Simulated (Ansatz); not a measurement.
# Geometry relaxation of MoSe

System: MoSe (4 atoms in the cell).
Method: DFT PBE, scalar-relativistic, plane waves, PAW, no spin polarisation (Ansatz 0.2.0).

The structure was made by swapping elements on the sites of another compound; it need not be a known phase. It belongs to a series of runs on one base structure; here: nickel arsenide type (P6_3/mmc, No. 194). Figures and captions count atoms from 1; the log counts them from 0 in places.

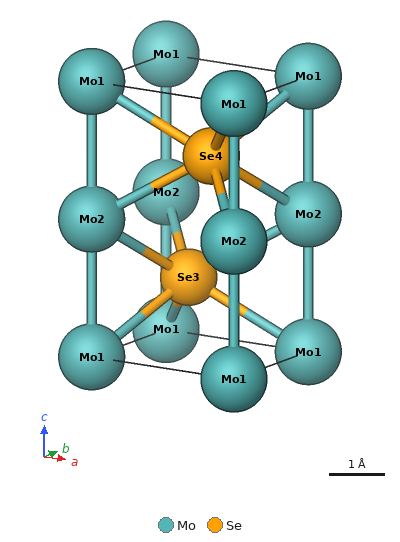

The structure as given in the input (ball-and-stick view of the cell of the calculation, seen slightly off an axis; atoms are numbered from 1 in the order of the input).

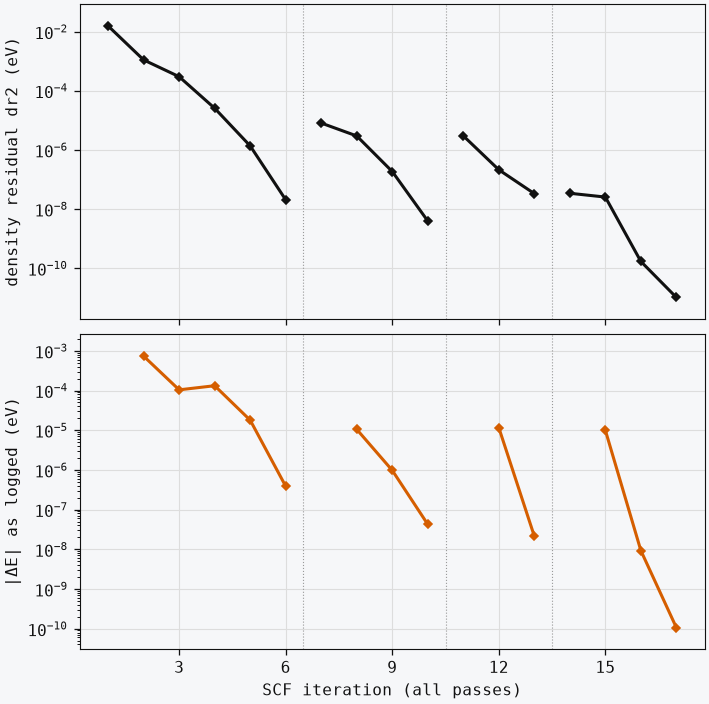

Convergence of the self-consistent field: density residual dr2 and size of the energy change against the SCF iteration. The dotted lines part the SCF passes of the relaxation: geometry steps, rejected trials and re-solves on a re-selected basis. The passes take 6, 4, 3 and 4 iterations.

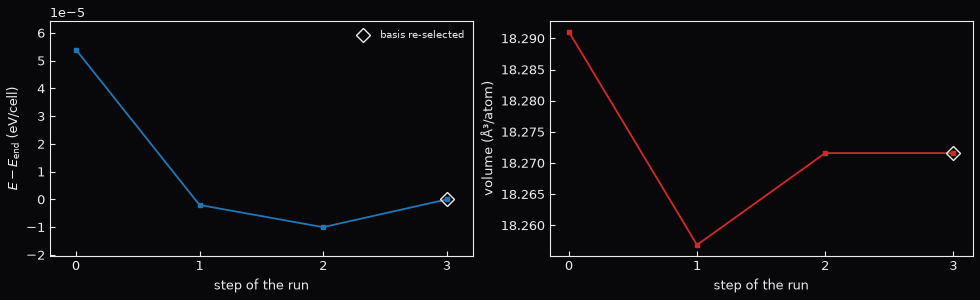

Progress of the relaxation, step by step (the first geometry is step 0 here and step 1 in the log). The energy falls by 0.1 meV per cell of the calculation in 2 geometry steps. All forces vanish by symmetry, so only the cell relaxes. The pressure goes from −0.14 to −0.01 GPa. The atoms keep their places relative to the cell (all moves are under 0.005 Å). A last SCF at the same geometry on a re-selected plane-wave basis shifts the energy by +0.0 meV per cell of the calculation.

The input that produced these results follows, with the program's output.

### The input
```yaml
crystal:
  lattice:
    - [4.0605084264, 0.0, 0.0]
    - [-2.0302542132, 3.5165034496, 0.0]
    - [0.0, 0.0, 5.1239794579]
  atoms:
    - { symbol: Mo, position: [0.0, 0.0, 0.0] }
    - { symbol: Mo, position: [0.0, 0.0, 0.5] }
    - { symbol: Se, position: [0.3333333333, 0.6666666667, 0.25] }
    - { symbol: Se, position: [0.6666666667, 0.3333333333, 0.75] }
basis:
  ecutwfc: 420
kpoints:
  mp_grid: { grid: [12, 12, 10] }
hamiltonian:
  xc: pbe
scf:
  occupations: { method: gaussian, width: 0.1 }
output:
  forces: true
  stress: true
  eigenvalues: true
relax:
  adjacent_minimum: "off"
  f_tol: 0.01
  max_steps: 80
  cell: { stress_tol: 0.05 }
```

Run as:
```bash
ansatz run input.yaml --threads 1 --pin off --max-ram 2560MiB --backend cpu --events-out ev --progress --plain --runs-dir out
```

### The program's output
```
Engine: ansatz 0.2.0, x86_64-unknown-linux-gnu
Pseudopotentials: kind: paw
Pseudopotential: Mo, paw, valence charge 14, recommended cutoff 420 eV (normal), Mo.paw.azcp
Pseudopotential: Se, paw, valence charge 16, recommended cutoff 420 eV (normal), Se.paw.azcp
Functional definition: PBE
  parameter kappa = 0.804
  parameter beta = 0.06672455060314922
  exchange = pbe_x(kappa = kappa, mu = beta*pi^2/3)
  correlation = pbe_c(beta = beta)
Crystal: 4 atoms, lattice volume = 73.164 Å³
Basis set: ecut = 420 eV, 1409 PW (Γ), exchange–correlation on 60×60×72 points (8 copies of the dense FFT grid, shifted against one another)
Bands: 36, of which v1, the nominal top of the filled ones, is band 30 counted from 1 (29 counted from 0)
Symmetry: 24 space group operations
Space group: P63/mmc (ITA 194), of the structure as read, at distance tolerance 4.2e-5 Å
k-points: 114 of 1440
Non-local potential: Mo, projectors of the file, l = 0: 3, l = 1: 2, l = 2: 2, l = 3: 1
Non-local potential: Se, projectors of the file, l = 0: 2, l = 1: 2, l = 2: 3, l = 3: 1
PAW form: soft (Blöchl's): semilocal exchange-correlation on the pseudo side does not see the compensation charge
PAW one-centre angular grid: Mo, 590 points (default); XC on 64 Gauss nodes
PAW one-centre angular grid: Se, 590 points (default); XC on 64 Gauss nodes
Initial density: superposition of atomic densities (neutral atoms: chi_scale 0, normalization atom), corrected by the library's trained network
Initial wavefunctions: pseudopotential atomic-orbital guess
Functional: x = pbe(κ = 0.804, μ = 0.2195149727645171), c = pbe(β = 0.06672455060314922)
SCF iter   1: F=—  HF=-20849.862626 eV  |F-HF|=—  |Δ(HF+E_count)|=         —  Δρ=5.76e-3  dr2=1.55e-2  ethr=1.77e-3  ⟨swp⟩=5.3  Hψ=14745  notcnv=0
preconditioner: auto → LDOS  [metal: Δε(μ)=0.026 eV  Ē_g=7.037 eV  σ=0.100 eV  W_gap=0.14  n_scr=22 (ndim 8)  ℏωp=21.3 eV  f_vac=0.014  D(μ)=3.62/eV (n_scr^D=22)  β→1.0]
SCF iter   2: F=—  HF=-20849.861892 eV  |F-HF|=—  |Δ(HF+E_count)|=   7.34e-4  Δρ=1.31e-3  dr2=1.10e-3  ethr=2.58e-5  ⟨swp⟩=2.0  Hψ=6318  notcnv=0
SCF iter   3: F=—  HF=-20849.861788 eV  |F-HF|=—  |Δ(HF+E_count)|=   1.04e-4  Δρ=6.25e-4  dr2=2.98e-4  ethr=1.83e-6  ⟨swp⟩=2.0  Hψ=7313  notcnv=0  defer=1
SCF iter   4: F=—  HF=-20849.861655 eV  |F-HF|=—  |Δ(HF+E_count)|=   1.32e-4  Δρ=1.69e-4  dr2=2.55e-5  ethr=4.97e-7  ⟨swp⟩=2.0  Hψ=6880  notcnv=0  defer=1
SCF iter   5: F=—  HF=-20849.861637 eV  |F-HF|=—  |Δ(HF+E_count)|=   1.79e-5  Δρ=3.66e-5  dr2=1.36e-6  ethr=4.26e-8  ⟨swp⟩=2.3  Hψ=6308  notcnv=0  defer=1
SCF iter   6: F=-20849.861637 eV  HF=-20849.861637 eV  |F-HF|=1.32e-8  |Δ(HF+E_count)|=   3.87e-7  Δρ=5.54e-6  dr2=2.05e-8  ethr=1.67e-10  ⟨swp⟩=5.5  Hψ=19295  notcnv=0
SCF 1 converged in 6 iterations: F = -20849.861637 eV  dr2 = 2.05e-8
  greatest PAW one-centre occupation: 1.000 electrons in one spin orbital (limit 2), on the Se atom at site 3 (counted from 0), in its partial waves of l = 2
relax step   1: F+E_penalty+E_count = -20849.86163703 eV  Δ(F+E_penalty+E_count) = +0.000e0 eV  max|allowed force component| = 5.782e-18 eV/Å  Δτ_max = 0.0000 Å  P = -0.137 GPa  Ω = 73.164 Å³  (6 SCF iters, dr2 threshold 1.00e-7 eV, accepted)
Crystal: 4 atoms, lattice volume = 73.027 Å³
Initial density: handed on by an earlier stage of this run
Initial wavefunctions: those handed on with the density
iter 1 solved again at ethr=8.45e-9 eV; its pass at ethr=3.10e-3 eV (dr2=5.07e-6 eV) is discarded
SCF iter   1: F=—  HF=-20849.861704 eV  |F-HF|=—  |Δ(HF+E_count)|=         —  Δρ=1.36e-4  dr2=8.06e-6  ethr=8.45e-9  ⟨swp⟩=3.0  Hψ=19723  notcnv=0
preconditioner: auto → LDOS  [metal: Δε(μ)=0.027 eV  Ē_g=7.061 eV  σ=0.100 eV  W_gap=0.15  n_scr=22 (ndim 8)  ℏωp=21.3 eV  f_vac=0.012  D(μ)=3.65/eV (n_scr^D=22)  β→1.0]
SCF iter   2: F=—  HF=-20849.861694 eV  |F-HF|=—  |Δ(HF+E_count)|=   1.05e-5  Δρ=7.30e-5  dr2=2.95e-6  ethr=8.45e-9  ⟨swp⟩=2.0  Hψ=7555  notcnv=0
SCF iter   3: F=—  HF=-20849.861693 eV  |F-HF|=—  |Δ(HF+E_count)|=   9.73e-7  Δρ=1.94e-5  dr2=1.85e-7  ethr=4.92e-9  ⟨swp⟩=2.1  Hψ=7130  notcnv=0
SCF iter   4: F=-20849.861693 eV  HF=-20849.861693 eV  |F-HF|=1.49e-10  |Δ(HF+E_count)|=   4.25e-8  Δρ=2.65e-6  dr2=3.93e-9  ethr=1.31e-10  ⟨swp⟩=4.0  Hψ=12613  notcnv=0
SCF 2 converged in 4 iterations: F = -20849.861693 eV  dr2 = 3.93e-9
relax step   2: F+E_penalty+E_count = -20849.86169264 eV  Δ(F+E_penalty+E_count) = -5.561e-5 eV  max|allowed force component| = 2.226e-17 eV/Å  Δτ_max = 0.0000 Å  P = +0.109 GPa  Ω = 73.027 Å³  energy of the carried Pulay correction = +2.106e-5 eV  (4 SCF iters, dr2 threshold 7.88e-8 eV, accepted)
Crystal: 4 atoms, lattice volume = 73.086 Å³
iter 1 solved again at ethr=5.10e-9 eV; its pass at ethr=3.10e-3 eV (dr2=3.06e-6 eV) is discarded
SCF iter   1: F=—  HF=-20849.861712 eV  |F-HF|=—  |Δ(HF+E_count)|=         —  Δρ=4.98e-5  dr2=2.98e-6  ethr=5.10e-9  ⟨swp⟩=2.0  Hψ=17435  notcnv=0
preconditioner: auto → LDOS  [metal: Δε(μ)=0.028 eV  Ē_g=7.056 eV  σ=0.100 eV  W_gap=0.15  n_scr=22 (ndim 8)  ℏωp=21.3 eV  f_vac=0.013  D(μ)=3.65/eV (n_scr^D=22)  β→1.0]
SCF iter   2: F=—  HF=-20849.861701 eV  |F-HF|=—  |Δ(HF+E_count)|=   1.16e-5  Δρ=1.91e-5  dr2=2.12e-7  ethr=4.97e-9  ⟨swp⟩=2.0  Hψ=5396  notcnv=0
SCF iter   3: F=-20849.861701 eV  HF=-20849.861701 eV  |F-HF|=2.69e-8  |Δ(HF+E_count)|=   2.14e-8  Δρ=6.68e-6  dr2=3.31e-8  ethr=5.68e-11  ⟨swp⟩=4.9  Hψ=14998  notcnv=0
SCF 3 converged in 3 iterations: F = -20849.861701 eV  dr2 = 3.31e-8
relax step   3: F+E_penalty+E_count = -20849.86170073 eV  Δ(F+E_penalty+E_count) = -8.091e-6 eV  max|allowed force component| = 3.469e-17 eV/Å  Δτ_max = 0.0000 Å  P = -0.010 GPa  Ω = 73.086 Å³  energy of the carried Pulay correction = +1.117e-5 eV  (3 SCF iters, dr2 threshold 3.41e-8 eV, accepted)
Initial wavefunctions: pseudopotential atomic-orbital guess (no wavefunctions were taken with the density)
iter 1 solved again at ethr=1.02e-7 eV; its pass at ethr=3.10e-3 eV (dr2=6.11e-5 eV) is discarded
SCF iter   1: F=—  HF=-20849.861701 eV  |F-HF|=—  |Δ(HF+E_count)|=         —  Δρ=6.46e-6  dr2=3.40e-8  ethr=1.02e-7  ⟨swp⟩=3.9  Hψ=25057  notcnv=0
preconditioner: auto → LDOS  [metal: Δε(μ)=0.027 eV  Ē_g=7.056 eV  σ=0.100 eV  W_gap=0.15  n_scr=22 (ndim 8)  ℏωp=21.3 eV  f_vac=0.013  D(μ)=3.65/eV (n_scr^D=22)  β→1.0]
SCF iter   2: F=—  HF=-20849.861691 eV  |F-HF|=—  |Δ(HF+E_count)|=   9.96e-6  Δρ=6.62e-6  dr2=2.53e-8  ethr=5.67e-11  ⟨swp⟩=2.8  Hψ=8020  notcnv=0
SCF iter   3: F=—  HF=-20849.861691 eV  |F-HF|=—  |Δ(HF+E_count)|=   9.25e-9  Δρ=6.24e-7  dr2=1.68e-10  ethr=4.22e-11  ⟨swp⟩=2.1  Hψ=6494  notcnv=0
SCF iter   4: F=-20849.861691 eV  HF=-20849.861691 eV  |F-HF|=7.28e-12  |Δ(HF+E_count)|=  1.06e-10  Δρ=1.11e-7  dr2=1.02e-11  ethr=1.00e-12  ⟨swp⟩=5.0  Hψ=15843  notcnv=0
SCF 4 converged in 4 iterations: F = -20849.861691 eV  dr2 = 1.02e-11
relax step   4: F+E_penalty+E_count = -20849.86169140 eV  Δ(F+E_penalty+E_count) = +9.329e-6 eV  max|allowed force component| = 3.469e-17 eV/Å  Δτ_max = 0.0000 Å  P = -0.010 GPa  Ω = 73.086 Å³  stress off target by 2.80e-2 GPa  SCF on the basis re-selected at this cell (its energy is not comparable with the rows above)  (4 SCF iters)
basis re-selected at this cell: Δ(F+E_penalty+E_count) = +9.329e-6 eV, ΔP = +0.000 GPa vs the last step (what re-selecting the basis moved, of the pressure what is left beyond the Pulay correction that the steps carried, after the strain that the cell walked since its last selection, with what the two solves' SCF thresholds leave and, on support functions, any second-order correction that the steps lacked; it is no measure of the basis error at this ecutwfc). This SCF's stress stands 2.80e-2 GPa from its target on what of the cell is left free (relax.cell.stress_tol is 5.00e-2 GPa) and its largest allowed force component is 3.47e-17 eV/Å (relax.f_tol is 1.00e-2 eV/Å): within both
SCF converged after 4 iterations
Free energy (F): -20849.861691 eV
Harris-Foulkes:  -20849.861691 eV  (|F-HF|=7.28e-12)
Internal energy: -20849.843436 eV  (E = F + TS)
E sigma→0 (E₀):  -20849.852564 eV
Entropy (-TS):   -0.018256 eV (-4.564 meV/atom)
Fermi energy:    15.753082 eV
--- Per-component energies (eV) ---
  E_band       = -829.243496
  E_kinetic    = 1125.307953
  E_local      = -6138.491855  (includes V_loc(G=0)·N_el)
  E_nonlocal   = -898.827445
  E_hartree    = 2796.836822
  E_xc         = -575.547813
  E_vxc        = -654.964587  (∫ρ·V_xc dr)
  E_paw        = -10229.193716  (= ΣΔE_a)
  E_vpaw       = 144.059663  (= ΣTr[D̂ρ^β])
  E_aug_tail   = -0.001125  (compensation charges beyond the density's cutoff)
  E_ewald      = -6929.926256
  E_smearing   = -0.018256  (= −TS)
  E_closure    = 0.000000  (closes the sum)
  Σ components = -20849.861691   (vs F -20849.861691, Δ=0.00e0)
--- Forces (eV/Å), atoms counted from 1 ---
  atom   1  Mo     0.00000000     0.00000000     0.00000000
  atom   2  Mo    -0.00000000    -0.00000000     0.00000000
  atom   3  Se    -0.00000000    -0.00000000     0.00000000
  atom   4  Se    -0.00000000     0.00000000    -0.00000000
  max |Σ_I F_I| component: 4.63e-18 eV/Å
--- Stress (GPa, compression-positive) ---
       -0.001641       0.000000       0.000000
        0.000000      -0.001641      -0.000000
        0.000000      -0.000000      -0.028037
  P = ⅓ Tr σ = -0.0104 GPa (-0.104 kbar)
--- Band table (eV; the first three rows and the last of 114) ---
  k-point 0: bands = ["-45.4691", "-45.2404", "-33.1646", "-33.1646", "-33.1641", "-33.1641", "-33.1641", "-33.1641", "-33.1623", "-33.1623", "-33.1565", "-33.1559", "-20.4201", "-19.5542", "-19.5542", "-19.3453", "-19.3453", "-18.7919", "0.2438", "2.3727", "8.9589", "9.5532", "9.5532", "11.7052", "12.9708", "12.9708", "13.3445", "13.3445", "14.7060", "14.7246", "14.7246", "17.8012", "17.8012", "18.0055", "18.7504", "20.1236"]
  k-point 1: bands = ["-45.4637", "-45.2461", "-33.1647", "-33.1647", "-33.1642", "-33.1642", "-33.1639", "-33.1639", "-33.1623", "-33.1623", "-33.1565", "-33.1559", "-20.3832", "-19.5492", "-19.5492", "-19.3505", "-19.3505", "-18.8352", "0.2840", "2.2984", "9.0771", "9.6050", "9.6050", "11.8250", "13.0353", "13.0353", "13.0389", "13.0389", "14.4752", "15.0028", "15.0028", "17.6348", "17.6348", "17.9642", "19.0275", "20.0543"]
  k-point 2: bands = ["-45.4478", "-45.2627", "-33.1649", "-33.1649", "-33.1643", "-33.1643", "-33.1636", "-33.1636", "-33.1624", "-33.1624", "-33.1564", "-33.1560", "-20.2754", "-19.5346", "-19.5346", "-19.3657", "-19.3657", "-18.9597", "0.4025", "2.0942", "9.4118", "9.7591", "9.7591", "12.1387", "12.4627", "12.4627", "13.2270", "13.2270", "13.9689", "15.4096", "15.4096", "17.3464", "17.3464", "17.7329", "19.6953", "19.8455"]
  k-point 113: bands = ["-45.3548", "-45.3548", "-33.1642", "-33.1642", "-33.1640", "-33.1640", "-33.1634", "-33.1634", "-33.1625", "-33.1625", "-33.1560", "-33.1560", "-19.6319", "-19.6319", "-19.4768", "-19.4768", "-19.4737", "-19.4737", "1.5858", "1.5858", "9.4262", "9.4262", "10.5777", "10.5777", "11.6055", "11.6055", "14.8962", "14.8962", "14.9050", "14.9050", "16.2593", "16.2593", "16.3490", "16.3490", "19.4899", "19.4899"]
--- Relaxed structure (3 steps of the walk, 3 accepted, 1 SCFs on fresh bases) ---
  F+E_penalty+E_count = -20849.86169140 eV   max|allowed force component| = 3.469e-17 eV/Å   (the final SCF, on the basis selected at the relaxed cell)
  cell:  # Å, volume = 73.0864 Å³
    - [4.05753854999092, 0.0, 0.0]
    - [-2.02876927499546, 3.513931461126812, -6.072252931179947e-35]
    - [0.0, -8.848021828708772e-35, 5.12602132494499]
  atoms:
    - { symbol: Mo, position: [1.5792308068129872e-35, -1.640197153435857e-35, 3.217223493417518e-86] }
    - { symbol: Mo, position: [1.6505437265275893e-35, -1.4975713140066526e-35, 0.5] }
    - { symbol: Se, position: [0.33333333333333337, 0.6666666666666667, 0.25] }
    - { symbol: Se, position: [0.6666666666666667, 0.33333333333333337, 0.75] }
```

### Trajectory as extended XYZ (Å, eV, eV/Å), 4 frames, from step=1 to step=4
```
4
Lattice="4.0605 0.0000 0.0000 -2.0303 3.5165 0.0000 0.0000 0.0000 5.1240" Properties=species:S:1:pos:R:3:forces:R:3 step=1 energy=-20849.86164 pressure_GPa=-0.14
Mo    0.0000    0.0000    0.0000    0.0000   0.0000   0.0000
Mo    0.0000    0.0000    2.5620    0.0000   0.0000   0.0000
Se    0.0000    2.3443    1.2810    0.0000   0.0000   0.0000
Se    2.0303    1.1722    3.8430    0.0000   0.0000   0.0000
4
Lattice="4.0565 0.0000 0.0000 -2.0283 3.5130 0.0000 0.0000 0.0000 5.1245" Properties=species:S:1:pos:R:3:forces:R:3 step=2 energy=-20849.86169 pressure_GPa=0.11
Mo    0.0000    0.0000    0.0000    0.0000   0.0000   0.0000
Mo    0.0000    0.0000    2.5623    0.0000   0.0000   0.0000
Se    0.0000    2.3420    1.2811    0.0000   0.0000   0.0000
Se    2.0283    1.1710    3.8434    0.0000   0.0000   0.0000
4
Lattice="4.0575 0.0000 0.0000 -2.0288 3.5139 0.0000 0.0000 0.0000 5.1260" Properties=species:S:1:pos:R:3:forces:R:3 step=3 energy=-20849.86170 pressure_GPa=-0.01
Mo    0.0000    0.0000    0.0000    0.0000   0.0000   0.0000
Mo    0.0000    0.0000    2.5630    0.0000   0.0000   0.0000
Se    0.0000    2.3426    1.2815    0.0000   0.0000   0.0000
Se    2.0288    1.1713    3.8445    0.0000   0.0000   0.0000
4
Lattice="4.0575 0.0000 0.0000 -2.0288 3.5139 0.0000 0.0000 0.0000 5.1260" Properties=species:S:1:pos:R:3:forces:R:3 step=4 energy=-20849.86169 pressure_GPa=-0.01
Mo    0.0000    0.0000    0.0000    0.0000   0.0000   0.0000
Mo    0.0000    0.0000    2.5630    0.0000   0.0000   0.0000
Se    0.0000    2.3426    1.2815    0.0000   0.0000   0.0000
Se    2.0288    1.1713    3.8445    0.0000   0.0000   0.0000
```

### Results in brief

```json
{"quantity": "outcome", "value": "converged"}
{"quantity": "space group (tolerance 0.01 Å)", "value": "P6₃/mmc (194)"}
{"quantity": "electrons treated", "value": "60"}
{"quantity": "free energy", "value": "−20849.8617 eV"}
{"quantity": "Fermi energy", "value": "15.753 eV"}
{"quantity": "gap on the k-point mesh", "value": "none (metallic)"}
{"quantity": "pressure", "value": "−0.01 GPa"}
{"quantity": "final volume", "value": "73.09 Å³"}
{"quantity": "largest force (length of the vector) at the end", "value": "under 0.001 eV/Å"}
{"quantity": "final cell", "value": "a = 4.058 Å, b = 4.058 Å, c = 5.126 Å, α = 90.00°, β = 90.00°, γ = 120.00°"}
{"quantity": "hardware", "value": "1 thread of Intel Xeon (Granite Rapids), 192 GiB of memory available, shared host"}
{"quantity": "wall time", "value": "25 s"}
{"quantity": "peak memory", "value": "0.55 GiB"}
```
